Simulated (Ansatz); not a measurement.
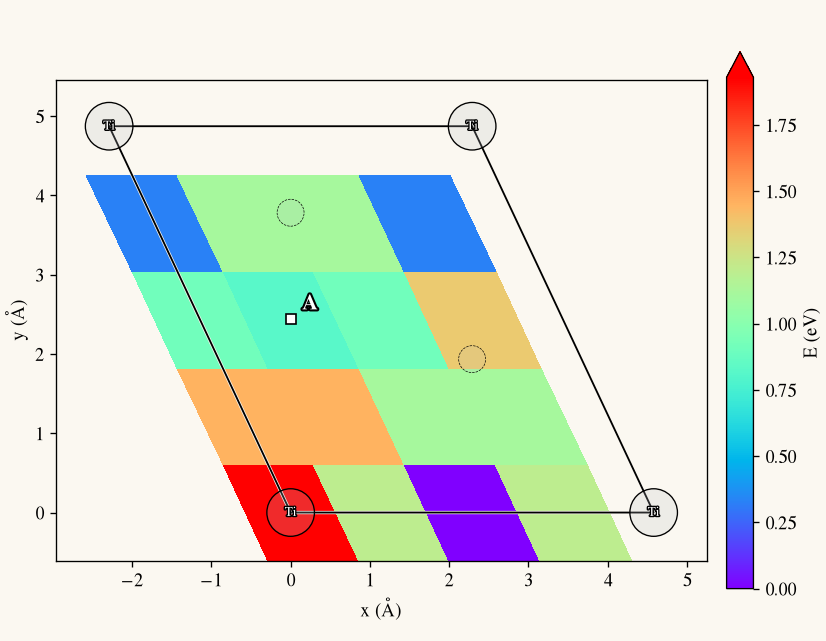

O on a Ti(101) slab cut from the P6/mmm phase, its upper half relaxed before the scan (9 atoms of substrate and one adsorbate in a 1 × 1 cell). O is moved over the surface cell; relaxed at each place: the height of the adsorbate's atoms; substrate rigid; the origin of the map has the adsorbate above Ti9. Places are given modulo a cell vector. The map is drawn in real space over the plane of the surface. The scan uses a 4 × 4 grid. Energies: eV, counted from the lowest grid point. With one adsorbate in each 1 × 1 cell, its nearest image is 4.6 Å away, so neighbouring adsorbates interact. The runs have no spin polarisation; a magnetic state may lie lower. The calculation used DFT PBE, scalar-relativistic, plane waves, PAW (Ansatz 0.2.0). Settings: cutoff 420 eV, k-mesh 7×6×1, gaussian smearing 0.1 eV, no spin polarisation.

The picture shows one coloured cell a grid point, labelled circles for the atoms of the top layer and small ones for the second layer, the outline of one cell of the plane, one colour for all values above the top of the scale, the point A.

**Is A at rest? If not, where is it pushed?**

A, at (1/4, 2/4) of the cell vectors, is not a stationary point. The computed force is 3.1 eV/Å in the plane, pointing down in the picture (components 0.0 and −3.1 eV/Å).

PAW datasets: the set soft_1.
